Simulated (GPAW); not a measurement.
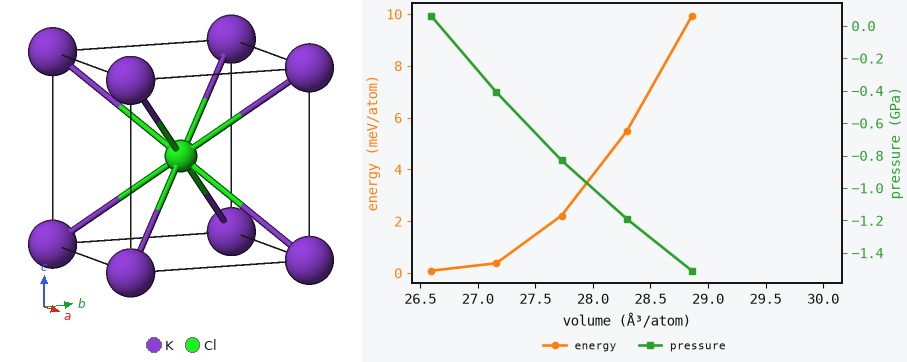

Plotted: energy and pressure against volume for KCl, space group Pm-3m (No. 221). The conventional cell is drawn beside the plot.

Cell as given: a = 3.839 Å, b = 3.839 Å, c = 3.839 Å, α = 90.00°, β = 90.00°, γ = 90.00°; 2 atoms.

How it was computed, with GPAW 26.7.0: PAW DFT in plane waves, on a grid or in atomic orbitals, no spin polarisation; energies at scaled volumes of the given cell, shape and fractions fixed, counted from the fit's minimum, third-order Birch-Murnaghan fit. Level: r2SCAN.

- k mesh: 7×7×7
- occupations: Fermi–Dirac
- smearing width: 0.05 eV
- potentials: GPAW PAW data sets (gpaw data 1.2.1)
- wave cutoff: 600 eV
- program settings: basis pw

The points at volume 29.43 Å³/atom and 29.99 Å³/atom are left out of the plot. What values does the calculation give there?

```json
{"volume (Å³/atom)": "29.43", "energy (meV/atom)": "15.43", "pressure (GPa)": "-1.79"}
{"volume (Å³/atom)": "29.99", "energy (meV/atom)": "21.91", "pressure (GPa)": "-2.04"}
```

Caveats: the minimum lies near the end of the range.
